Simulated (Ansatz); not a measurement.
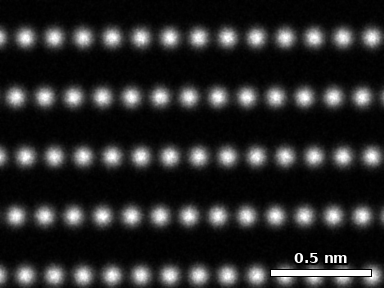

An image along [100] of one of the structures below (computed or model cells, partly hypothetical, each in its standard cell). Simulation: incoherent imaging, intensity Z^1.6 per atom, probe width 0.73 Å, thin sample. Shot noise was added.

A. C
Space group Fm-3m (No. 225). a = 3.204 Å, b = 3.204 Å, c = 3.204 Å, α = 90.00°, β = 90.00°, γ = 90.00°
```tsv
atom	site	symmetry	x	y	z
C	4a	m-3m	0.0000	0.0000	0.0000
```

B. C
Space group Fd-3m:1 (No. 227). a = 3.589 Å, b = 3.589 Å, c = 3.589 Å, α = 90.00°, β = 90.00°, γ = 90.00°
| atom | site | symmetry | x | y | z |
| --- | --- | --- | --- | --- | --- |
| C | 8a | -43m | 0.0000 | 0.0000 | 0.0000 |

C. C
Space group Pm-3m (No. 221). a = 1.778 Å, b = 1.778 Å, c = 1.778 Å, α = 90.00°, β = 90.00°, γ = 90.00°
| atom | site | symmetry | x | y | z |
| --- | --- | --- | --- | --- | --- |
| C | 1a | m-3m | 0.0000 | 0.0000 | 0.0000 |

D. C
Space group P6_3/mmc (No. 194). a = 1.695 Å, b = 1.695 Å, c = 6.052 Å, α = 90.00°, β = 90.00°, γ = 120.00°
```csv
atom,site,symmetry,x,y,z
C,2c,-6m2,0.3333,0.6667,0.2500
```

Which structure was imaged?

Answer. D, C. Along [100] the projected cells are A 1.60 × 1.60 Å, 90°; B 1.27 × 1.27 Å, 90°; C 1.78 × 1.78 Å, 90°; D 1.47 × 6.05 Å, 90°. The image repeats as D does.

Structure D: a calculation's starting geometry; the starting structure was generated, so it need not be a known form of this composition.
